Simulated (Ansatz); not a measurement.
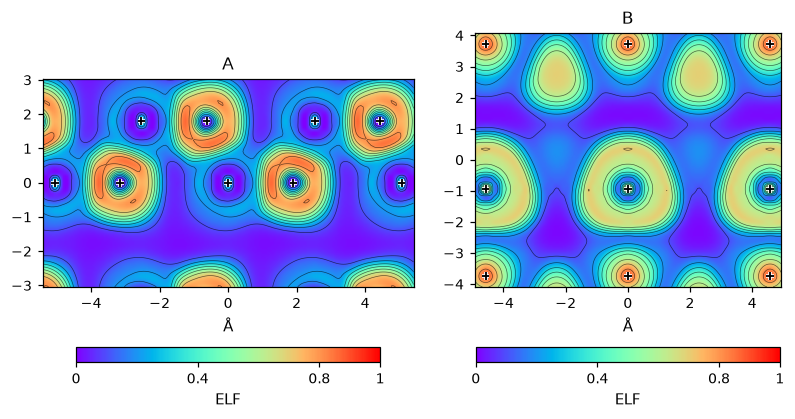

The ELF of 2 systems, each on a plane through atoms (crosses mark nuclei in the plane).

Method: DFT, LDA, PAW with Ansatz's default frozen-core files, scalar-relativistic; relaxation of cell and atoms in Ansatz 0.2.0.

System 1: GaN, the (110) plane of the conventional cell. Space group P6₃mc; computed pressure about 10 GPa in this cell.

```yaml
crystal:
  lattice:
    - [3.10490, 0.00000, 0.00000]
    - [-1.55245, 2.68892, 0.00000]
    - [0.00000, 0.00000, 5.06285]
  atoms:
    - { symbol: Ga, position: [0.33333, 0.66667, 0.99939] }
    - { symbol: Ga, position: [0.66667, 0.33333, 0.49939] }
    - { symbol: N, position: [0.33333, 0.66667, 0.37561] }
    - { symbol: N, position: [0.66667, 0.33333, 0.87561] }
```

System 2: AgI, the (100) plane of the conventional cell. Space group P6₃mc; computed pressure about −2 GPa in this cell.

```
Ag I
1.0
     4.57481    0.00000    0.00000
    -2.28740    3.96190    0.00000
     0.00000    0.00000    7.46983
Ag I
2 2
Direct
  0.66667 0.33333 0.62734
  0.33333 0.66667 0.12734
  0.66667 0.33333 0.00266
  0.33333 0.66667 0.50266
```

**Which map belongs to which system?**

Panel A is system 1, GaN: the plane holds Ga and N. Ga–N (1.90 Å): the ELF peaks at about 0.85 in the valence shell of N, 0.6 Å from its nucleus, and is about 0.50 at the midpoint. Panel B is system 2, AgI: the plane holds Ag and I. Ag–I (2.80 Å): the ELF is about 0.35 at the midpoint and 0.15 at its lowest between the atoms.
